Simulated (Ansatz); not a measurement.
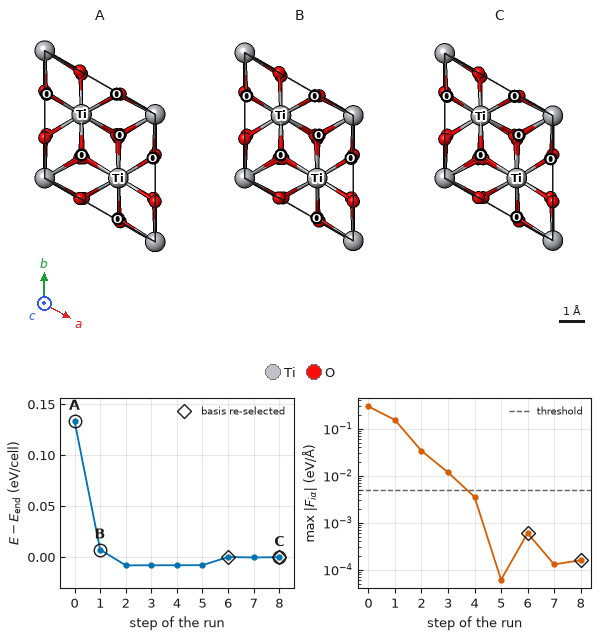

Frames of a relaxation of solid Ti2O3 (set up in R-3c), marked on the history of the run. A ball-and-stick model of the conventional cell (3 times the calculation's cell), seen along the c axis. Lengths and directions refer to the drawn axes.

Level of theory: DFT PBEsol, scalar-relativistic, plane waves, PAW (Ansatz). (plane-wave cutoff 420 eV; k-point mesh 12 × 12 × 12; occupations gaussian; smearing width 0.1 eV; no spin polarisation; cell and atoms relaxed; force threshold 0.005 eV/Å; at most 80 steps)

What happens along the run?

The largest moves relative to the cell, 0.026 Å, are those of O atoms. By element the largest moves are O 0.026 Å, Ti 0.006 Å. Cell: a = b 5.149 → 5.040 Å (−2.1 %), c 13.642 → 13.875 Å (+1.7 %). Volume −2.6 %. Near-neighbour distances that change, for instance: Ti–Ti 2.990 → 2.929 Å, Ti–Ti 2.592 → 2.647 Å, O–Ti 2.084 → 2.055 Å, O–Ti 2.013 → 1.999 Å. Bond angles that change, for instance: Ti–O–Ti 76.9° → 80.2°. The space group stays R-3c (No. 167). The energy falls by 0.134 eV per cell of the calculation in 6 accepted moves (8 points after the start). Largest force component: 0.3 eV/Å at the start, 0.00016 eV/Å at the end. Pressure: −6.49 GPa at the start and 0.00 GPa at the end. At 2 points the geometry stayed and the basis and grid were re-selected for the new cell (energy shift of 8.0 meV per cell of the calculation at most each time). The run took 46 s on 4 threads of AMD EPYC 9R45 96-Core Processor (Zen 5), on a shared host, peak memory 1.1 GiB. From step 0 to 1: volume −1.8 %, energy −0.126 eV per cell of the calculation. From step 1 to 8: volume −0.8 %, energy −7.4 meV per cell of the calculation.
